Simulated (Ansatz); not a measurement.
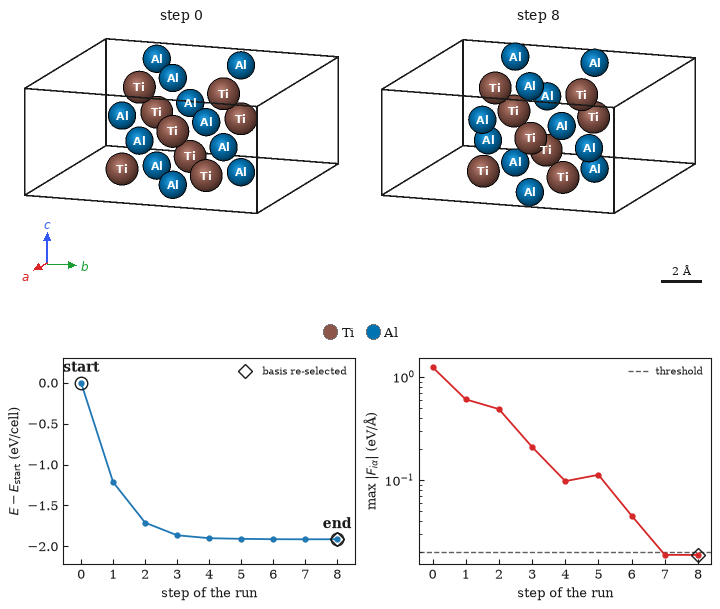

First and last geometry of a relaxation of a wire of composition TiAl, with the history of the run. A spheres-only model of the cell of the calculation, with the vacuum cut short, seen slightly off an axis.

Case: wire along [1 1 1], 16 atoms a period.

Computed with DFT PBE, scalar-relativistic, plane waves, PAW (Ansatz 0.2.0). Settings: plane-wave cutoff 420 eV; k-point mesh 1 × 1 × 10; occupations gaussian; smearing width 0.05 eV; no spin polarisation; cell relaxed at fixed a, b, alpha, beta, gamma; force threshold 0.02 eV/Å; at most 45 steps.

**What do the curves and the structures tell?**

It converged. The largest moves relative to the centre of the atoms, 0.45 Å, are those of Al atoms. By element the largest moves are Al 0.45 Å, Ti 0.38 Å. Along the periodic axis the drawn cell goes c 5.519 → 5.467 Å (−0.9 %). Among the contacts that change: Ti–Ti 3.186 → 2.575 Å, Al–Al 3.186 → 2.798 Å, Ti–Ti 3.186 → 2.834 Å, Ti–Ti 3.186 → 2.908 Å. New bonds form, among them: Ti–Ti (3.19 → 2.58 Å). Among the angles between lasting bonds that change: Ti–Al–Ti 180.0° → 154.5°, Al–Ti–Al 70.5° → 91.3°, Ti–Al–Ti 109.5° → 93.2°. Over 7 accepted moves (8 points after the start) the energy falls by 1.913 eV per cell of the calculation. Largest force component: 1.2 eV/Å at the start, 0.019 eV/Å at the end. At 1 point the geometry stayed and the basis and grid were re-selected for the new cell (energy shift of 0.5 meV per cell of the calculation at most each time). The run took 2 min on 4 threads of Arm Neoverse V2, on a shared host, peak memory 2.5 GiB.

Limits of the set-up: the k-point mesh is coarse for a cell with partly filled bands.
